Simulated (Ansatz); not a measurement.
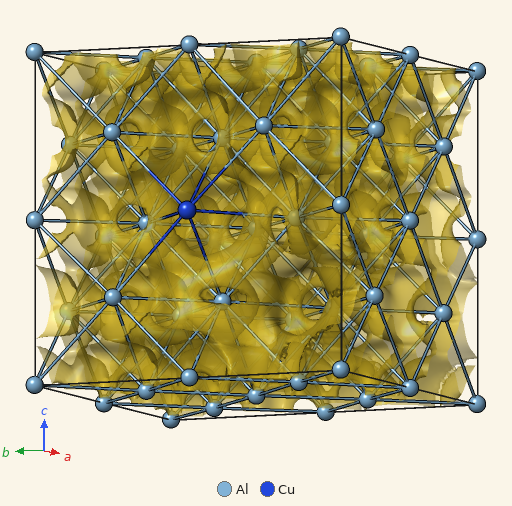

Figure 1: Al₃₀Cu (cell with a defect). Isosurface of the electron localisation function at 0.55 (yellow), seen at an oblique angle. Core shells and regions of very low density are left out. Sticks mark near contacts.

Computed without spin polarisation; PAW files of the earlier set (soft_1).

Level of theory: DFT PBE-D3(BJ), scalar-relativistic, plane waves, PAW (Ansatz 0.2.0).

In a PAW calculation such maps are meaningful between the atoms, not at the nuclei.

Identify the bonds, lone pairs and shells in this picture.

The ELF exceeds this value in one network that runs through the whole crystal, counted in one cell of 31 atoms. Regions shared between cells count once.

Values along the shortest contacts:
Al–Al (2.76 Å): the ELF peaks at about 0.75 between the atoms. Al–Cu (2.80 Å): the ELF is about 0.45 at the midpoint.
